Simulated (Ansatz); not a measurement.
Al₄Ga₁₃N₁₅ (cell with a defect)

```
CELL_PARAMETERS angstrom
-4.46763 4.46763 4.46763
4.46763 -4.46763 4.46763
4.46763 4.46763 -4.46763
ATOMIC_POSITIONS crystal
Al 0.99488 0.99488 0.99397
Al 0.50000 0.50000 0.04222
Al 0.50000 0.00512 0.49908
Al 0.00512 0.50000 0.49908
Ga 0.20761 0.20761 0.46542
Ga 0.75224 0.75224 0.50868
Ga 0.75446 0.25946 0.00230
Ga 0.25946 0.75446 0.00230
Ga 0.24776 0.50000 0.25644
Ga 0.74054 0.99499 0.24284
Ga 0.79239 0.50000 0.75781
Ga 0.24554 0.00501 0.74785
Ga 0.50000 0.24776 0.25644
Ga 0.99499 0.74054 0.24284
Ga 0.00501 0.24554 0.74785
Ga 0.50000 0.79239 0.75781
Ga 0.50000 0.50000 0.73527
N 0.99948 0.99948 0.75518
N 0.00052 0.50000 0.25570
N 0.50000 0.00052 0.25570
N 0.50000 0.76010 0.49426
N 0.98134 0.24545 0.49105
N 0.01866 0.76411 0.00971
N 0.50000 0.25131 0.00371
N 0.76010 0.50000 0.49426
N 0.24545 0.98134 0.49105
N 0.25131 0.50000 0.00371
N 0.76411 0.01866 0.00971
N 0.23990 0.23990 0.23416
N 0.74869 0.74869 0.25239
N 0.75455 0.23589 0.74560
N 0.23589 0.75455 0.74560
```

These are results of DFT PBEsol, scalar-relativistic, plane waves, PAW in Ansatz 0.2.0, not measurements.

In a PAW calculation such maps are meaningful between the atoms, not at the nuclei.

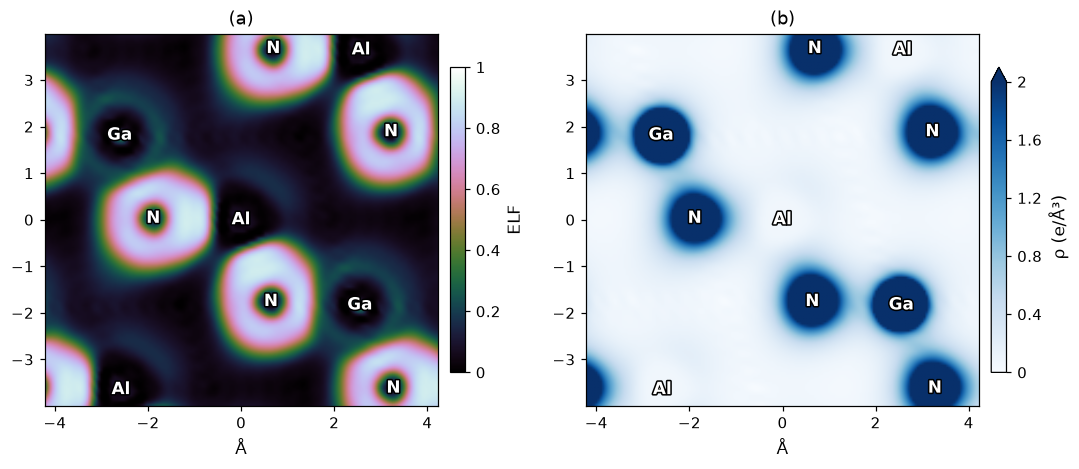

Figure 1. (a) electron localisation function; (b) valence charge density (pseudo) on the (100) plane of the calculation cell.

Question: What do the fields say about this system?

Answer: The section cuts through Al, Ga and N sites. Al–N (1.87 Å): ρ at the midpoint is about 0.71 e/Å³; the ELF peaks at about 0.90 in the valence shell of N, 0.7 Å from its nucleus, and is about 0.90 at the midpoint. Ga–N (1.91 Å): ρ is about 0.81 e/Å³ halfway; the ELF peaks at about 0.85 in the valence shell of N, 0.6 Å from its nucleus, and is about 0.50 at the midpoint. Al–N (1.89 Å): the density is about 0.69 e/Å³ at the midpoint; the ELF peaks at about 0.90 between the atoms: a polar covalent bond. Ga–N (1.93 Å): the density is about 0.8 e/Å³ at the midpoint; the ELF peaks at about 0.85 in the valence shell of N, 0.6 Å from its nucleus, and is about 0.50 at the midpoint. Between the atoms the lowest density in this plane is 0.006 e/Å³.

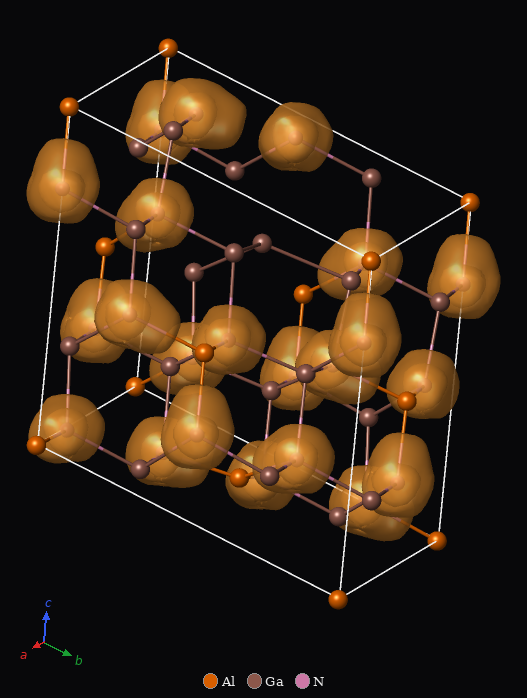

Figure 2. Isosurface of the electron localisation function at 0.75 (orange), seen slightly off an axis. Only the valence region is drawn (cores and ρ < 0.01 e/Å³ removed). Sticks mark near contacts.

Question: Where are the electrons localised?

Answer: The surface consists of 15 regions on N in which the atom's valence shell and bonds are merged, counted in one cell of 32 atoms. Regions shared between cells count once.


Al–N (1.85 Å): the ELF peaks at about 0.90 between the atoms, as expected for a polar covalent bond.
